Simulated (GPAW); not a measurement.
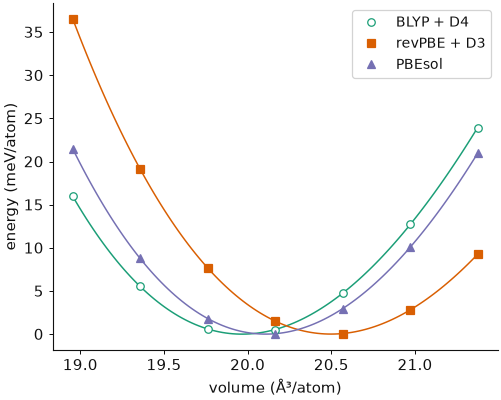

The plot gives the computed energy against volume, with one curve for each functional, for Si (space group Fd-3m).

Method: PAW DFT in plane waves, on a grid or in atomic orbitals, no spin polarisation; energies at scaled volumes of the given cell, shape and fractions fixed, counted from the fit's minimum, third-order Birch-Murnaghan fit (GPAW 26.7.0). All runs: no spin polarisation.

k mesh 8×8×8; occupations Fermi–Dirac; smearing width 0.05 eV; wave cutoff 600 eV.

Settings that differ: BLYP + D4: potentials PAW-data-sets-made-by gpaw-setup-for-the-functional; revPBE + D3: potentials GPAW-PAW-data-sets-(gpaw-data-1.2.1); PBEsol: potentials PAW-data-sets-made-by gpaw-setup-for-the-functional.

Order the curves by fitted equilibrium volume, smallest first.

BLYP + D4 19.966, PBEsol 20.108, revPBE + D3 20.498 Å³/atom.

Order the curves by fitted bulk modulus, smallest first.

revPBE + D3 86.1, BLYP + D4 89.4, PBEsol 93.8 GPa.

The computed values:

BLYP + D4:
```csv
volume (Å³/atom),energy (meV/atom)
18.95,15.96
19.36,5.54
19.76,0.60
20.16,0.51
20.57,4.74
20.97,12.73
21.37,23.92
```

revPBE + D3:
```csv
volume (Å³/atom),energy (meV/atom)
18.95,36.52
19.36,19.12
19.76,7.65
20.16,1.49
20.57,0.06
20.97,2.83
21.37,9.25
```

PBEsol:
```csv
volume (Å³/atom),energy (meV/atom)
18.95,21.47
19.36,8.76
19.76,1.80
20.16,0.04
20.57,2.96
20.97,10.07
21.37,20.97
```
